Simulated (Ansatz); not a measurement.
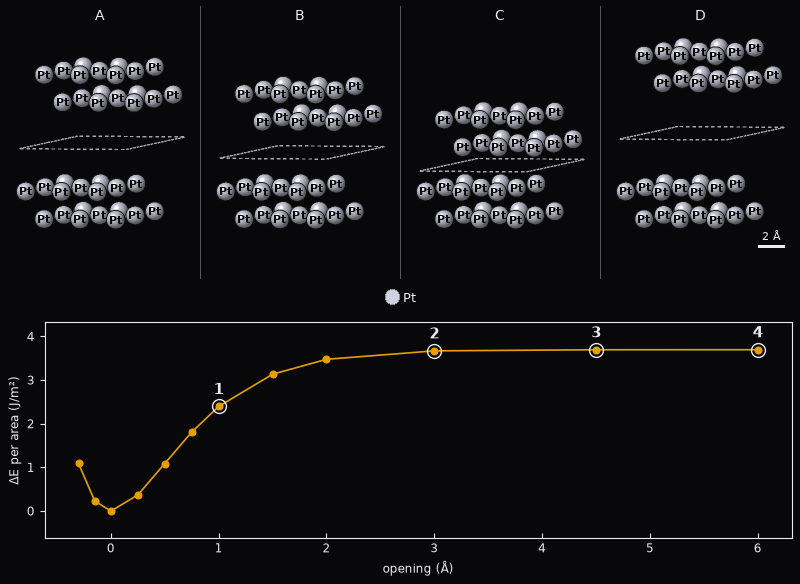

A scan of a crystal of Pt (Fm-3m): the crystal is pulled apart rigidly along the normal of the (1 1 1) plane of the conventional cell, at a cut between a plane of Pt below and one of Pt above, 2.26 Å apart. One cut stands in each cell, which starts 13.6 Å high; nothing is relaxed, and the dashed outline marks the cut. The frames are shuffled; the numbered points of the plot belong to them. Style: spheres-only. Shown: the layers on both sides of the cut, from the side, nearly along the cut plane.

These are results of DFT PBEsol, scalar-relativistic, plane waves, PAW (Ansatz), not measurements. Set-up: plane-wave cutoff 420 eV; k-point mesh 19 × 19 × 4; occupations gaussian; smearing width 0.15 eV; no spin polarisation. Energies (free energies at the smearing named) are counted from the cell as listed in its source, which wasn't relaxed.

Which frame belongs to which numbered point?

Point 1 is frame C (the opening 1.00 Å, 2.396 J/m²); 2 is frame B (the opening 3.00 Å, 3.670 J/m²); 3 is frame A (the opening 4.50 Å, 3.695 J/m²); 4 is frame D (the opening 6.00 Å, 3.697 J/m²). At the widest opening, 6.00 Å, the energy has risen by 3.697 J/m², where the curve has levelled off: this is the ideal work of separation, the sum of the two unrelaxed surface energies of a slab 13.6 Å thick. The steepest rise lies between 0.25 Å and 0.50 Å, with a mean traction of about 29 GPa. Pressing the cut together by 0.30 Å costs 1.092 J/m².
